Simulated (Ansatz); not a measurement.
# WS$_{3}$ (slab): what the fields show

Input

```
crystal:
  lattice:
    - [3.1595456682, 0.0, 0.0]
    - [-1.5797728341, 2.7362468131, 0.0]
    - [0.0, 0.0, 18.6521287165]
  atoms:
    - { symbol: S, position: [0.3333333333, 0.6666666667, 0.2144527341] }
    - { symbol: W, position: [0.6666666667, 0.3333333333, 0.2989505578] }
    - { symbol: S, position: [0.3333333333, 0.6666666667, 0.3834483895] }
    - { symbol: S, position: [0.3333333333, 1.1666666667, 0.4642969342], spin: 2.0 }
basis:
  ecutwfc: 420
kpoints:
  mp_grid: { grid: [9, 9, 1] }
hamiltonian:
  xc: pbe
  pseudopotentials: { kind: paw, azcp: { folder: soft_1 } }
  dispersion: d3bj
scf:
  occupations: { method: gaussian, width: 0.05 }
output:
  forces: true
  eigenvalues: true
  populations: true
  write_density: true
  write_potential: true
  elf: true
  volumetric_format: npy
magnetization:
  spin_polarized: true
relax:
  adjacent_minimum: "off"
  f_tol: 0.025
  max_steps: 16
  constraints: [{ sites: [0, 1, 2] }, { sites: [3], fix: xy }]
efield:
  axis: 3
  dipole_correction: true
  ramp_width: 0.04
```

Run with:

```sh
ansatz run input.yaml --threads 1 --pin off --max-ram 3072MiB --backend cpu --events-out ev --progress --plain --runs-dir out
```

The fields are those of the relaxed geometry.

PAW files of the earlier set (soft_1); the program warned that a starting moment wasn't kept; spin-polarised.

These are results of DFT PBE+D3(BJ), scalar-relativistic, plane waves, PAW in Ansatz 0.2.0, not measurements.

The density is the valence pseudo-density of a PAW calculation; it isn't the true density close to the nuclei.

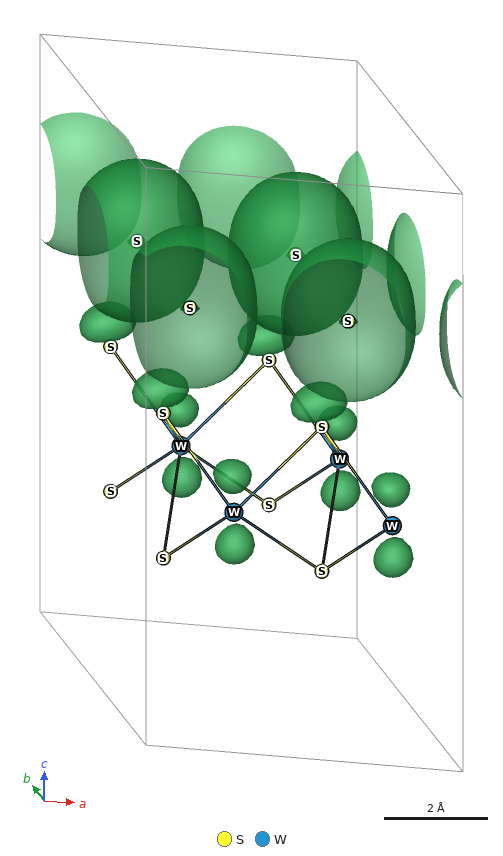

Figure 1. Isosurfaces of the spin density (up minus down) at +0.01 (green) and −0.01 e/Å³ (red), seen at an oblique angle. Sticks mark near contacts.

**Which atoms carry the moments, and with what signs?**

The spin density sits on S: +0.6 μB in one cell of 4 atoms: a single local moment. The cell of the calculation (4 atoms) carries 0.7 μB of net spin moment.

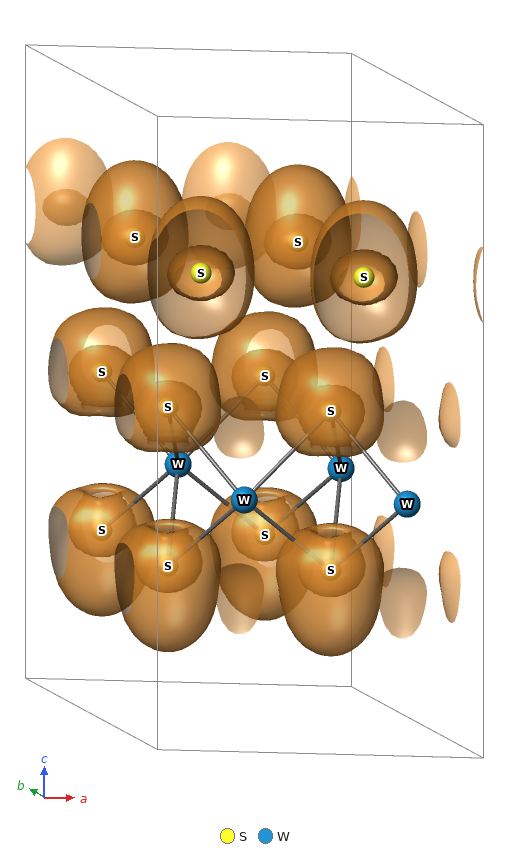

Figure 2. Isosurface of the ELF at 0.75 (orange), seen slightly off an axis. Only the valence region is drawn (cores and ρ < 0.01 e/Å³ removed). Sticks mark near contacts.

**Where are the electrons localised?**

The ELF exceeds this value in three regions wrapped around S (the valence shell of each), counted in one cell of 4 atoms. Counts are for one cell; the picture repeats the cell along the surface. Along the contacts the grid gives the following. W–S (2.41 Å): the ELF peaks at about 0.85 in the valence shell of S, 0.8 Å from its nucleus, and is about 0.50 at the midpoint.

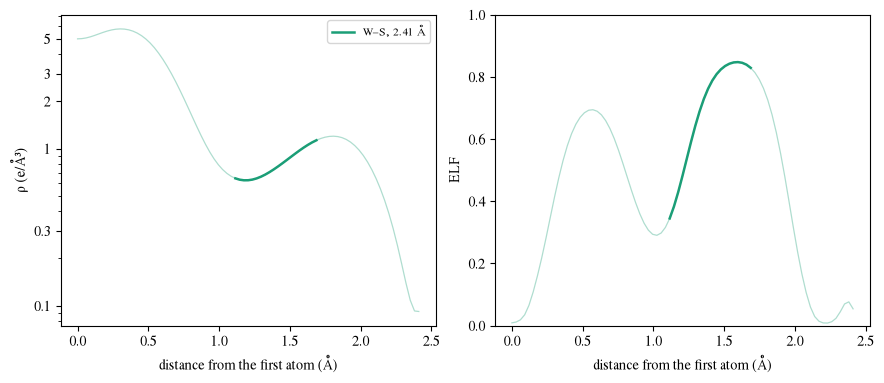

Figure 3. Valence charge density (pseudo) and electron localisation function along straight lines between neighbouring atoms. Thin, pale parts lie inside the atomic spheres.

**What can be read from the curves?**

W–S (2.41 Å): ρ at the midpoint is about 0.63 e/Å³; the ELF peaks at about 0.85 in the valence shell of S, 0.8 Å from its nucleus, and is about 0.50 at the midpoint.

**Does the calculation make it a metal, or give it a gap?**

It is metallic or semimetallic at this level of theory: no gap opens.
